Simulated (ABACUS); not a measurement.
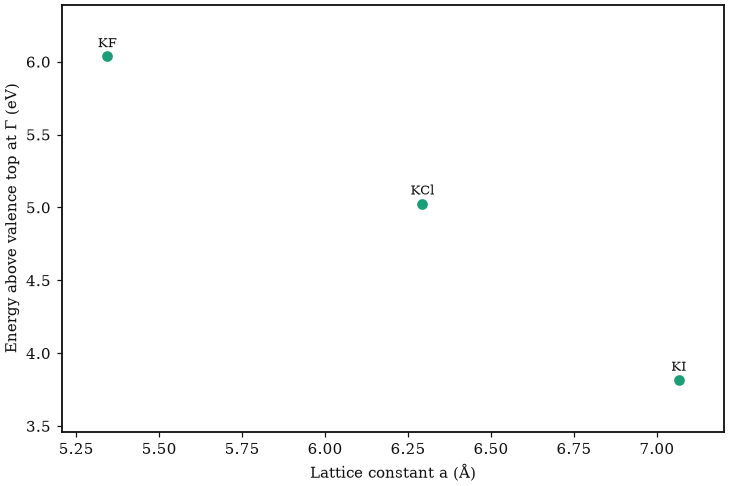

Lowest conduction level at Γ, counted from the valence-band top at Γ, for three rocksalt crystals against the lattice constant, each in its database cell. All by ABACUS with PBEsol, without spin-orbit coupling, no moments; potentials: GBRV ultrasoft 1.5 PBEsol (KF and KCl); PseudoDojo NC SR 0.5 PBE stringent (KI).

Question: How does the value at Γ change from F to I?

Answer: KF 6.04, KCl 5.03 and KI 3.82 eV: it falls at each step to the heavier element.

```csv
compound,a (Å),k mesh,Γ (eV)
KF,5.344,7×7×7,6.04
KCl,6.293,6×6×6,5.03
KI,7.066,6×6×6,3.82
```

LDA, GGA and most meta-GGA functionals understate gaps. KI: the potentials were made for another functional. KI: spin-orbit coupling is left out, which matters for I. The cells are as the databases list them, so they lie at different pressures for this functional.
